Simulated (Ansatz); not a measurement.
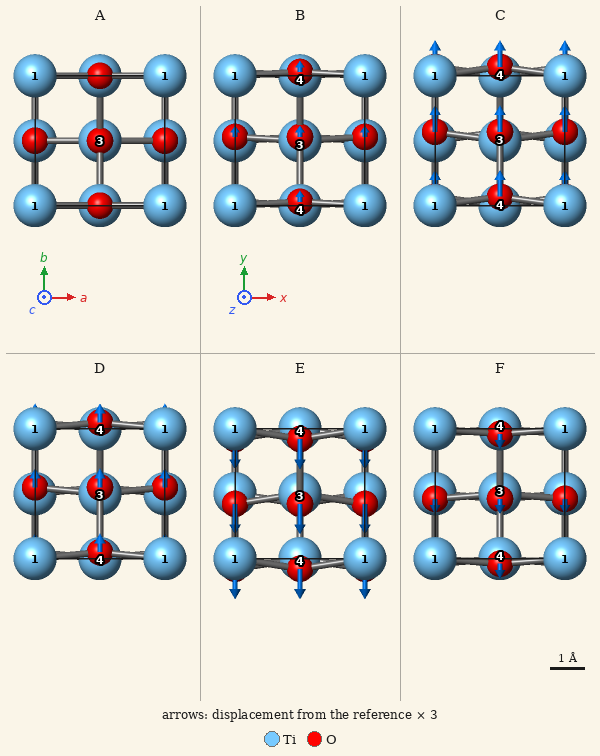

A scan of a crystal of TiO2 (I4_1/amd): the whole O sublattice is shifted rigidly, along Cartesian [0 1 0], all else fixed. Style: ball-and-stick. Shown: the conventional cell (2 times the calculation's cell), along the c axis. Blue arrows: displacements from the reference. Lengths and directions refer to the drawn axes.

The calculation used DFT PBE+U, scalar-relativistic, plane waves, PAW in Ansatz 0.2.0. Settings: plane-wave cutoff 420 eV; k-point mesh 8 × 8 × 8; occupations gaussian; smearing width 0.05 eV; U Ti 4.0 eV; no spin polarisation. Energies (free energies at the smearing named) are counted from the relaxed crystal.

Rank the frames from lowest to highest energy.

Answer. Lowest first: A (the displacement 0.00 Å, 0 meV/cell), B (the displacement 0.1125 Å, 76 meV/cell), F (the displacement −0.15 Å, 148 meV/cell), D (the displacement 0.1875 Å, 256 meV/cell), C (the displacement 0.2625 Å, 628 meV/cell), E (the displacement −0.30 Å, 920 meV/cell). Over the whole scan: of the computed points the lowest is at the displacement 0.00 Å, 0 meV/cell. At the ends of the scan the energy is 920 meV/cell (−0.30 Å) and 920 meV/cell (0.30 Å). The curvature at zero is about 11 eV/Å² per cell. The well is symmetric. At the highest point the shortest interatomic distance is 1.67 Å, against 1.96 Å in the reference. The distortion takes the space group from I4_1/amd to Ima2.
